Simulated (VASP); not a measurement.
# GaP: exact exchange and RPA correlation

Wanted: where the RPA puts the energy minimum of GaP. The scan starts from a database cell, scaled to the smallest volume of the series. The cell is of the zinc-blende type, one of the forms listed for this formula. The start is a cell from a database of measured crystal structures.

Program: VASP 6.6.1. Level of theory: PBE; plane waves and PAW (Ga_d_GW, P_GW), in the first sound run; inputs show where later runs differ. Results are calculated unless marked as measured.

## Step 1: Set-up

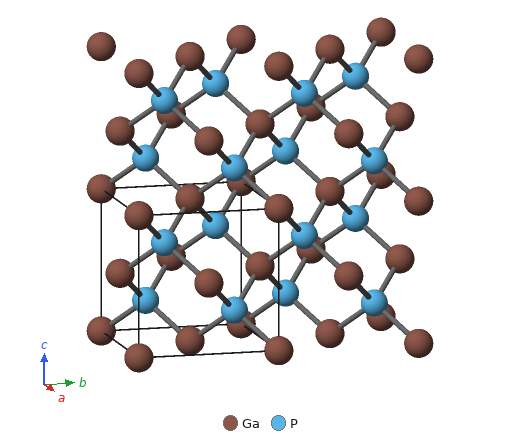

The cell as given, slightly off an axis (gallium brown, phosphorus blue). 1×2×2 cells are drawn. This picture shows the conventional cell, with its axes. Bonds to atoms that aren't drawn are left out. Some periodic images of atoms are drawn too.

## Step 2: Orbitals, volume ratio 0.94

RPA gives no stress here, so the energy is scanned over volumes, at one cutoff and mesh. Volumes are given as ratios to a reference cell, and this first cell is that cell scaled to 0.94. Each point starts from PBE orbitals, tightly converged.

File INCAR:

```
SYSTEM = GaP
PREC = Accurate
ENCUT = 550
EDIFF = 1E-08
NELM = 100
ISMEAR = 0
SIGMA = 0.05
LREAL = .FALSE.
ALGO = Normal
GGA = PE
NBANDS = 15
LORBIT = 11
LWAVE = .TRUE.
LCHARG = .FALSE.
KPAR = 8
```

File POSCAR:

```
GaP
1.0
    0.0000000000      2.6696170428      2.6696170428
    2.6696170428      0.0000000000      2.6696170428
    2.6696170428      2.6696170428      0.0000000000
Ga P
1 1
Direct
    0.0000000000      0.0000000000      0.0000000000
    0.7500000000      0.7500000000      0.7500000000
```

File KPOINTS:

```
Automatic mesh
0
Gamma
6 6 6
0 0 0
```

PAW data sets: Ga_d_GW and P_GW (PBE family, release 64).

The run is started by

```console
> mpirun -np 8 vasp_std
```

What it wrote:

```text
[banner, memory and clock lines left out]
running    8 mpi-ranks, on    1 nodes
 distrk:  each k-point on    1 cores,    8 groups
 distr:  one band on    1 cores,    1 groups

 POSCAR found type information on POSCAR GaP
 POSCAR found :  2 types and       2 ions
|                                                                             |
|           W    W    AA    RRRRR   N    N  II  N    N   GGGG   !!!           |
|           W    W   A  A   R    R  NN   N  II  NN   N  G    G  !!!           |
|           W    W  A    A  R    R  N N  N  II  N N  N  G       !!!           |
|           W WW W  AAAAAA  RRRRR   N  N N  II  N  N N  G  GGG   !            |
|           WW  WW  A    A  R   R   N   NN  II  N   NN  G    G                |
|           W    W  A    A  R    R  N    N  II  N    N   GGGG   !!!           |
|                                                                             |
|     For optimal performance we recommend to set                             |
|       NCORE = 2 up to number-of-cores-per-socket                            |
|     NCORE specifies how many cores store one orbital (NPAR=cpu/NCORE).      |
|     This setting can greatly improve the performance of VASP for DFT.       |
|     The default, NCORE=1 might be grossly inefficient on modern             |
|     multi-core architectures or massively parallel machines. Do your        |
|     Unfortunately you need to use the default for GW and RPA                |
|     calculations (for HF NCORE is supported but not extensively tested      |
|     yet).                                                                   |
|                                                                             |

 LDA part: xc-table for (Slater+PW92), standard interpolation
 POSCAR, INCAR and KPOINTS ok, starting setup
 FFT: planning ... GRIDC
 FFT: planning ... GRID_SOFT
 FFT: planning ... GRID
 WAVECAR not read
 entering main loop
       N       E                     dE             d eps       ncg     rms          rms(c)
DAV:   1     0.136308755497E+03    0.13631E+03   -0.10276E+04   488   0.160E+03
DAV:   2     0.350114202377E+01   -0.13281E+03   -0.12888E+03   529   0.381E+02
DAV:   3    -0.880509016697E+01   -0.12306E+02   -0.12201E+02   655   0.142E+02
DAV:   4    -0.928083905385E+01   -0.47575E+00   -0.47559E+00   663   0.309E+01
DAV:   5    -0.930332424848E+01   -0.22485E-01   -0.22485E-01   753   0.492E+00    0.483E+00
DAV:   6    -0.903304181394E+01    0.27028E+00   -0.46344E-01   769   0.164E+01    0.263E+00
DAV:   7    -0.899704793609E+01    0.35994E-01   -0.11806E-01   687   0.314E+00    0.100E+00
DAV:   8    -0.899711383112E+01   -0.65895E-04   -0.85811E-03   617   0.730E-01    0.162E-01
DAV:   9    -0.899741229080E+01   -0.29846E-03   -0.11914E-03   709   0.347E-01    0.446E-02
DAV:  10    -0.899754834863E+01   -0.13606E-03   -0.16525E-04   634   0.122E-01    0.109E-02
DAV:  11    -0.899756132288E+01   -0.12974E-04   -0.21110E-05   719   0.510E-02    0.292E-03
DAV:  12    -0.899756193722E+01   -0.61434E-06   -0.10673E-06   632   0.954E-03    0.546E-04
DAV:  13    -0.899756197458E+01   -0.37355E-07   -0.59338E-08   718   0.200E-03    0.138E-04
DAV:  14    -0.899756198227E+01   -0.76993E-08   -0.33793E-09   499   0.632E-04
   1 F= -.89975620E+01 E0= -.89975620E+01  d E =-.858470E-11
 writing wavefunctions
```

Run time: 4 s. Hardware: 8 MPI ranks of Intel Xeon 6975P-C (Granite Rapids), shared host; peak memory 1.4 GiB.

Lines that name or quote the potential files are left out of all logs, and their timing lines are given in words.

From OUTCAR (step 2):

```text
ion  position               nearest neighbor table
   1  0.000  0.000  0.000-   2 2.31   2 2.31   2 2.31   2 2.31
   2  0.750  0.750  0.750-   1 2.31   1 2.31   1 2.31   1 2.31

  LATTYP: Found a face centered cubic cell.
 ALAT       =     5.3392340856

 Subroutine GETGRP returns: Found 24 space group operations
 (whereof 24 operations were pure point group operations)

The static configuration has the point symmetry T_d .

 Found     16 irreducible k-points:

   k-points           NKPTS =     16   k-points in BZ     NKDIM =     16   number of bands    NBANDS=     15

   dimension x,y,z NGX =    30 NGY =   30 NGZ =   30
   dimension x,y,z NGXF=    60 NGYF=   60 NGZF=   60

   ENCUT  =  550.0 eV  40.42 Ry    6.36 a.u.   7.22  7.22  7.22*2*pi/ulx,y,z

   NELECT =      18.0000    total number of electrons

 k-points in reciprocal lattice and weights: Automatic mesh
   0.00000000  0.00000000  0.00000000       0.005
   0.16666667  0.00000000  0.00000000       0.037
   0.33333333  0.00000000  0.00000000       0.037
   0.50000000  0.00000000  0.00000000       0.019
   0.16666667  0.16666667  0.00000000       0.028
   0.33333333  0.16666667  0.00000000       0.111
   0.50000000  0.16666667  0.00000000       0.111
  -0.33333333  0.16666667  0.00000000       0.111
  -0.16666667  0.16666667  0.00000000       0.056
[...]
-0.33333333  0.33333333  0.16666667       0.111
  -0.33333333  0.50000000  0.16666667       0.056

 average (electrostatic) potential at core
       1 -65.1166       2 -74.2514

 E-fermi :   5.2100

 k-point     1 :       0.0000    0.0000    0.0000
  band No.  band energies     occupation
    ...
      5      -9.5495      2.00000
      6      -7.9784      2.00000
      7       5.0000      2.00000
      8       5.0000      2.00000
      9       5.0000      2.00000
     10       7.3401      0.00000
     11       8.8553      0.00000
     12       8.8554      0.00000
     13       8.8554      0.00000
     14      14.0909      0.00000
    ...

 k-point     2 :       0.1667    0.0000    0.0000
  band No.  band energies     occupation
    ...
      5      -9.5491      2.00000
      6      -7.5910      2.00000
      7       2.5519      2.00000
      8       4.5915      2.00000
      9       4.5915      2.00000
     10       7.6733      0.00000
     11       9.4459      0.00000
     12       9.4459      0.00000
     13      10.2692      0.00000
     14      13.9585      0.00000
    ...

 k-point     3 :       0.3333    0.0000    0.0000
  band No.  band energies     occupation
    ...
      5      -9.5446      2.00000
      6      -6.5583      2.00000
      7      -0.4504      2.00000
      8       4.0130      2.00000
      9       4.0130      2.00000
     10       7.0893      0.00000
     11       9.8080      0.00000
     12       9.8080      0.00000
     13      12.8992      0.00000
     14      14.7020      0.00000
    ...

  Total        1.9650092      1.9650092      1.9650092      0.0000000      0.0000000      0.0000000
  in kB       82.7367166     82.7367166     82.7367166      0.0000000      0.0000000      0.0000000
  external PRESSURE =      82.7367166 kB  Pullay stress =       0.0000000 kB

  energy-cutoff  :      550.00
  volume of cell :       38.05
      direct lattice vectors                 reciprocal lattice vectors
     0.000000000  2.669617043  2.669617043    -0.187292781  0.187292781  0.187292781
     2.669617043  0.000000000  2.669617043     0.187292781 -0.187292781  0.187292781
     2.669617043  2.669617043  0.000000000     0.187292781  0.187292781 -0.187292781

 POSITION                                       TOTAL-FORCE (eV/Angst)
 -----------------------------------------------------------------------------------
      0.00000      0.00000      0.00000        -0.000000     -0.000000     -0.000000
      4.00443      4.00443      4.00443         0.000000      0.000000      0.000000
 -----------------------------------------------------------------------------------
    total drift:                                0.000002      0.000002      0.000002

  FREE ENERGIE OF THE ION-ELECTRON SYSTEM (eV)
  ---------------------------------------------------
  free  energy   TOTEN  =        -8.9975619823 eV

  energy  without entropy=       -8.9975619823  energy(sigma->0) =       -8.99756198

 total charge
# of ion       s       p       d       tot
------------------------------------------
    1        0.859   0.921  10.002  11.782
    2        1.116   1.773   0.054   2.944
--------------------------------------------------
tot          1.976   2.694  10.056  14.726

[... 3 further parts left out ...]
```

The gap is read on the k-mesh alone, so it is an upper bound where the band edges lie off the mesh.

Numbers from this step:

```yaml
free_energy_toten: -8.998 eV
fermi_energy: 5.21 eV
pressure: 8.274 GPa
gap_on_the_k_mesh: 1.510 eV
least_direct_gap_on_the_k_mesh: 2.340 eV
```

## Step 3: Exact exchange, volume ratio 0.94

This step: Hartree-Fock energy on PBE orbitals; plane waves and PAW (Ga_d_GW, P_GW) (VASP 6.6.1).

The Hartree-Fock energy is evaluated once on these orbitals (ALGO = Eigenval, NELM = 1), without letting them relax. It uses the mesh of the correlation step, and the total energy is their sum.

File INCAR:

```
SYSTEM = GaP
PREC = Accurate
ENCUT = 550
ISMEAR = 0
SIGMA = 0.05
LREAL = .FALSE.
GGA = PE
NBANDS = 15
ALGO = Eigenval
NELM = 1
LHFCALC = .TRUE.
AEXX = 1
ALDAC = 0
AGGAC = 0
PRECFOCK = Normal
LWAVE = .FALSE.
LCHARG = .FALSE.
```

POSCAR is that of step 2.

KPOINTS is that of step 2.

The run starts from files that an earlier step left in the folder.

The run is started by

```console
> mpirun -np 8 vasp_std
```

What it wrote:

```text
[banner, memory and clock lines left out]
running    8 mpi-ranks, on    1 nodes
 distrk:  each k-point on    8 cores,    1 groups
 distr:  one band on    1 cores,    8 groups

 POSCAR found type information on POSCAR GaP
 POSCAR found :  2 types and       2 ions
 [... a notice as in an earlier step ...]

 LDA part: xc-table for (Slater+PW92), standard interpolation
|                                                                             |
|           W    W    AA    RRRRR   N    N  II  N    N   GGGG   !!!           |
|           W    W   A  A   R    R  NN   N  II  NN   N  G    G  !!!           |
|           W    W  A    A  R    R  N N  N  II  N N  N  G       !!!           |
|           W WW W  AAAAAA  RRRRR   N  N N  II  N  N N  G  GGG   !            |
|           WW  WW  A    A  R   R   N   NN  II  N   NN  G    G                |
|           W    W  A    A  R    R  N    N  II  N    N   GGGG   !!!           |
|                                                                             |
|     The number of bands has been changed from the values supplied in        |
|     The orbitals not found in the WAVECAR file will be initialized with     |
|     random numbers, which is usually adequate. For correlated               |
|     calculations, however, you should redo the groundstate calculation.     |
|     I found NBANDS = 15. Now, NBANDS = 16.                                  |
|                                                                             |

 found WAVECAR, reading the header
  number of bands has changed, file:    15 present:    16
  trying to continue reading WAVECAR, but it might fail
 POSCAR, INCAR and KPOINTS ok, starting setup
 FFT: planning ... GRIDC
 FFT: planning ... GRID_SOFT
 FFT: planning ... GRID
 reading WAVECAR
 random initialization beyond band           15
 the WAVECAR file was read successfully
 initial charge from wavefunction
 entering main loop
       N       E                     dE             d eps       ncg     rms          rms(c)
EIG:   1    -0.160293786571E+02   -0.16029E+02    0.00000E+00     0   0.000E+00
   1 F= -.16029379E+02 E0= -.16029379E+02  d E =-.128344E-18
```

It took 59 s on 8 MPI ranks; peak memory 1.1 GiB.

Parts of OUTCAR (step 3):

```text
The static configuration has the point symmetry T_d .

 Found     16 irreducible k-points:

   k-points           NKPTS =     16   k-points in BZ     NKDIM =    216   number of bands    NBANDS=     16

   NELECT =      18.0000    total number of electrons

  exchange ACFDT corr.  =         0.00000000  see jH, gK, PRB 81, 115126

 E-fermi :   5.2986

 k-point     1 :       0.0000    0.0000    0.0000
  band No.  band energies     occupation
    ...
      5     -22.8809      2.00000
      6     -15.4247      2.00000
      7       3.2165      2.00000
      8       3.2165      2.00000
      9       3.2165      2.00000
     10      12.0553      0.00000
     11      13.4468      0.00000
     12      13.4468      0.00000
     13      13.4468      0.00000
     14      19.7285      0.00000
    ...

 k-point     2 :       0.1667    0.0000    0.0000
  band No.  band energies     occupation
    ...
      5     -22.8813      2.00000
      6     -14.9928      2.00000
      7       0.0297      2.00000
      8       2.7022      2.00000
      9       2.7022      2.00000
     10      12.2406      0.00000
     11      14.2317      0.00000
     12      14.2317      0.00000
     13      15.2876      0.00000
     14      19.5440      0.00000
    ...

 POSITION                                       TOTAL-FORCE (eV/Angst)
 -----------------------------------------------------------------------------------
      0.00000      0.00000      0.00000         0.000000      0.000000      0.000000
      4.00443      4.00443      4.00443        -0.000000     -0.000000     -0.000000
 -----------------------------------------------------------------------------------
    total drift:                               -0.000006     -0.000000     -0.000002

  FREE ENERGIE OF THE ION-ELECTRON SYSTEM (eV)
  ---------------------------------------------------
  free  energy   TOTEN  =       -16.0293786571 eV

  energy  without entropy=      -16.0293786571  energy(sigma->0) =      -16.02937866

[... 7 parts as in an earlier step ...]

[... 5 further parts left out ...]
```

Numbers from this step:

```yaml
free_energy_toten: -16.03 eV
```

The Hartree-Fock energy on these orbitals is -8.0147 eV an atom.

## Step 4: Empty bands, volume ratio 0.94

This step: PBE; plane waves and PAW (Ga_d_GW, P_GW) (VASP 6.6.1).

ALGO = Exact makes the empty bands from the converged ground state in one step. LOPTICS writes the k-derivatives of the orbitals (WAVEDER), which give the long-wavelength limit of the screening.

File INCAR:

```
SYSTEM = GaP
PREC = Accurate
ENCUT = 550
ISMEAR = 0
SIGMA = 0.05
LREAL = .FALSE.
GGA = PE
NBANDS = 1136
ALGO = Exact
NELM = 1
LWAVE = .TRUE.
LCHARG = .FALSE.
LOPTICS = .TRUE.
NEDOS = 1000
CSHIFT = 0.1
```

POSCAR is that of step 3.

KPOINTS is that of step 3.

The run is started by

```console
> mpirun -np 8 vasp_std
```

What it wrote:

```text
[banner, memory and clock lines left out]
running    8 mpi-ranks, on    1 nodes
 distrk:  each k-point on    8 cores,    1 groups
 distr:  one band on    1 cores,    8 groups

 POSCAR found type information on POSCAR GaP
 POSCAR found :  2 types and       2 ions
 [... a notice as in an earlier step ...]

 LDA part: xc-table for (Slater+PW92), standard interpolation
 found WAVECAR, reading the header
  number of bands has changed, file:    15 present:  1136
  trying to continue reading WAVECAR, but it might fail
 POSCAR, INCAR and KPOINTS ok, starting setup
 FFT: planning ... GRIDC
 FFT: planning ... GRID_SOFT
 FFT: planning ... GRID
 reading WAVECAR
 random initialization beyond band           15
 the WAVECAR file was read successfully
 initial charge from wavefunction
 entering main loop
       N       E                     dE             d eps       ncg     rms          rms(c)
DIA:   1    -0.899756198191E+01   -0.89976E+01    0.00000E+00     0   0.000E+00
   1 F= -.89975620E+01 E0= -.89975620E+01  d E =-.239638E-28
 writing wavefunctions
 optical routines
 imaginary and real dielectric function
 recalculating local potential from charge density
 direction            1
 direction            2
 direction            3
```

It took 16 s on 8 MPI ranks; peak memory 1.9 GiB.

From OUTCAR (step 4):

```text
The static configuration has the point symmetry T_d .

 Found     16 irreducible k-points:

   k-points           NKPTS =     16   k-points in BZ     NKDIM =     16   number of bands    NBANDS=   1136

   NELECT =      18.0000    total number of electrons

 E-fermi :   5.3810

 k-point     3 :       0.3333    0.0000    0.0000
  band No.  band energies     occupation
    ...
      5      -9.5447      2.00000
      6      -6.5583      2.00000
      7      -0.4504      2.00000
      8       4.0130      2.00000
      9       4.0130      2.00000
     10       7.0893      0.00000
     11       9.8080      0.00000
     12       9.8080      0.00000
     13      12.8992      0.00000
     14      14.7020      0.00000
    ...

 k-point     5 :       0.1667    0.1667    0.0000
  band No.  band energies     occupation
    ...
      5      -9.5427      2.00000
      6      -7.4640      2.00000
      7       2.7683      2.00000
      8       3.8978      2.00000
      9       3.8978      2.00000
     10       7.7531      0.00000
     11       9.1424      0.00000
     12      10.5042      0.00000
     13      10.5042      0.00000
     14      12.6370      0.00000
    ...

  Total        1.9660180      1.9660180      1.9660180     -0.0000000      0.0000000     -0.0000000
  in kB       82.7791924     82.7791924     82.7791924     -0.0000000      0.0000000     -0.0000000
  external PRESSURE =      82.7791924 kB  Pullay stress =       0.0000000 kB

 POSITION                                       TOTAL-FORCE (eV/Angst)
 -----------------------------------------------------------------------------------
      0.00000      0.00000      0.00000         0.000000      0.000000      0.000000
      4.00443      4.00443      4.00443        -0.000000     -0.000000     -0.000000
 -----------------------------------------------------------------------------------
    total drift:                                0.000002      0.000002      0.000002

  FREE ENERGIE OF THE ION-ELECTRON SYSTEM (eV)
  ---------------------------------------------------
  free  energy   TOTEN  =        -8.9975619819 eV

  energy  without entropy=       -8.9975619819  energy(sigma->0) =       -8.99756198

 plasma frequency squared (from intraband transitions) (eV^2)
  --------------------------------------------------------------------------------------
       0.000       0.000       0.000
       0.000       0.000      -0.000
       0.000      -0.000       0.000

[... 12 parts as in an earlier step ...]
```

WAVECAR now holds 1136 bands for 18 electrons. Its independent-particle dielectric tensor has xx, yy, zz = 12.2, 12.2, 12.2 on this mesh, which isn't tested for convergence in mesh or bands and lacks local fields.

(Part 1 of 6 ends here.)

[Lines on the potential files, build, host, timing and source positions are cut from VASP's logs without a mark.]

[Logs are printed without paths, hosts, clocks, repeated set-up lines and the standing remarks that a program may print on its own settings, such as how far it seeks lower states.]

[Hosts, paths, dates, database ids (printed as entryN), source tags and the programs' standing remarks are cut or masked in the printed files.]

[Pressures printed for these runs are not shown converged in the cutoff: they can be off by several GPa and have the wrong sign.]
